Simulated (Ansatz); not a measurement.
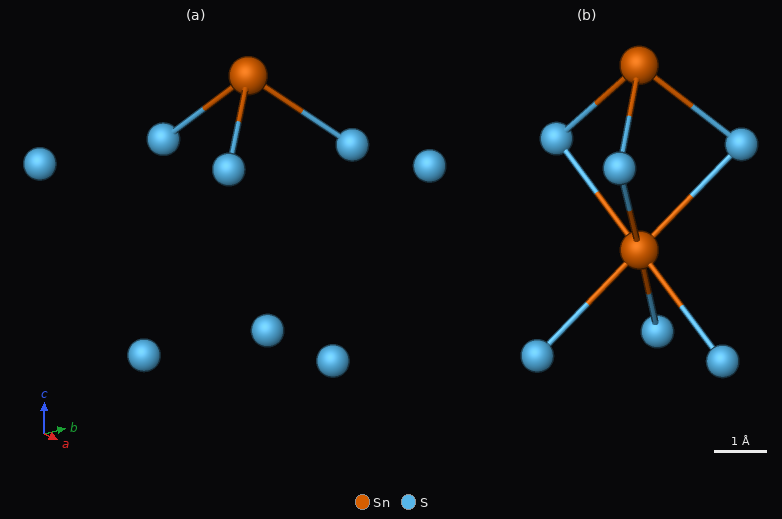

Left: perfect SnS$_{2}$. Right: the same region with one point defect, after relaxing the atoms in a supercell of 27 sites. A ball-and-stick model of the atoms within 3.8 Å of one point, seen slightly off an axis.

These are results of DFT PBE, scalar-relativistic, plane waves, PAW in Ansatz 0.2.0, not measurements. (plane-wave cutoff 420 eV; k-point mesh 2 × 2 × 2; occupations gaussian; smearing width 0.01 eV; mesh shifted by (0.5, 0.5, 0.5); no spin polarisation) The cell is small and the k-mesh coarse, so the numbers are rough. The axes drawn are those of the host's conventional cell.

Which defect is it?

Answer. An extra tin atom is put between the host's atoms (an interstitial).

The charge state of the cell is 0.

How does the lattice respond?

Answer. The Sn atom starts with 4 S at 2.43 to 2.69 Å around its place and ends with 6 S at 2.86 to 2.87 Å. Of the host's atoms, a tin atom moves furthest from its site, by 0.20 Å. The Sn atom itself moves 2.22 Å from where it was put.
